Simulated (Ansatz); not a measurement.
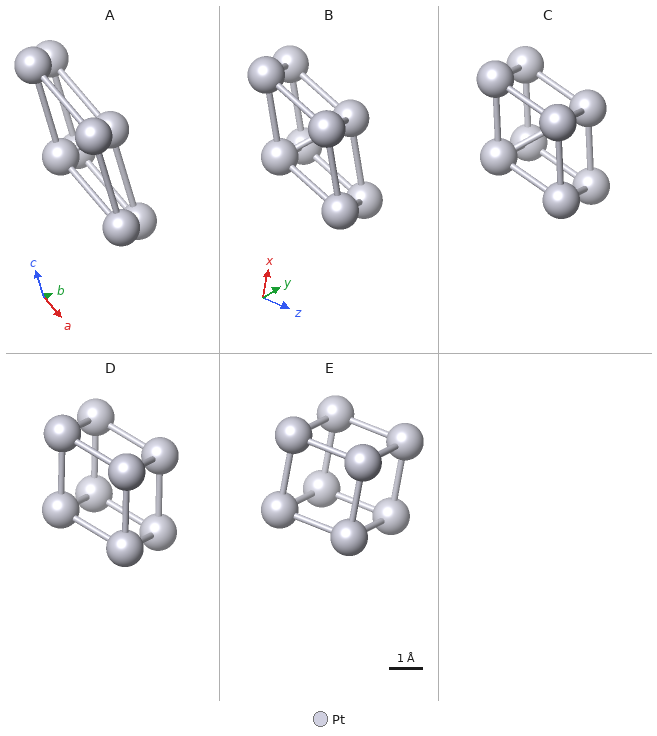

Frames of a one-coordinate scan of solid Pt (Im-3m). x, y and z are the Cartesian axes of the input. The picture is a ball-and-stick view of the cell of the calculation, seen slightly off an axis.

Theory: Ansatz 0.2.0, DFT PBE, scalar-relativistic, plane waves, PAW. Set-up: plane-wave cutoff 420 eV; k-point mesh 24 × 24 × 24; occupations gaussian; smearing width 0.15 eV; no spin polarisation. Energies (free energies at the smearing named) are counted from the cell as listed in its source, which wasn't relaxed.

What is being scanned?

Answer. The ratio of the cell's length along [111] to its lengths across, counted as 1 for the reference, is changed at fixed volume (a trigonal path), with the atoms kept at their fractional coordinates. In the frames the relative ratio is 0.50 (A), 0.85 (B), 1.20 (C), 1.41 (D), 2.00 (E). Their energies are 13749 meV/atom, 337 meV/atom, 192 meV/atom, 422 meV/atom, 553 meV/atom.
